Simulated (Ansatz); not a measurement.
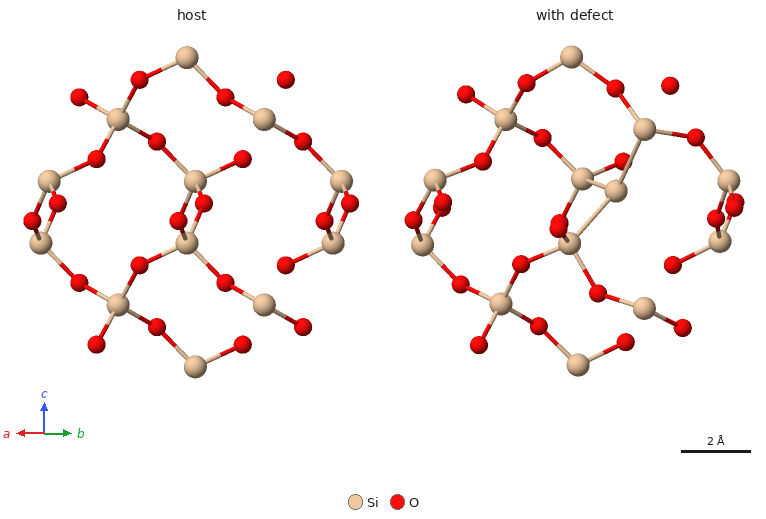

Left: perfect SiO₂. Right: the same region with one point defect, after relaxing the atoms in a supercell of 72 sites. Style: ball-and-stick. Shown: the atoms within 5.4 Å of one point, in a slice 5.0 Å thick across the line of sight, along [110].

The calculation used DFT, PBEsol, PAW, plane waves (Ansatz). (plane-wave cutoff 420 eV; k-point mesh 1 × 1 × 1; mesh shifted by (0.25, 0.25, 0.25); no spin polarisation) Fermi-Dirac smearing of 0.01 eV. A uniform background neutralises the charged cell. The axes drawn are those of the host's conventional cell.

Question: What kind of defect was made?

Answer: An oxygen atom is replaced by silicon.

The charge state of the cell is −2.

Question: How does the lattice respond?

Answer: In the host the O atom has 2 Si at 1.62 Å; the Si atom ends with 3 Si at 2.20 to 2.49 Å. Of the host's atoms, an oxygen atom moves furthest from its site, by 0.58 Å. The Si atom itself moves 1.02 Å from where it was put.

Limits of the set-up: the cell is charged, on a uniform background, and energies carry no finite-size correction.
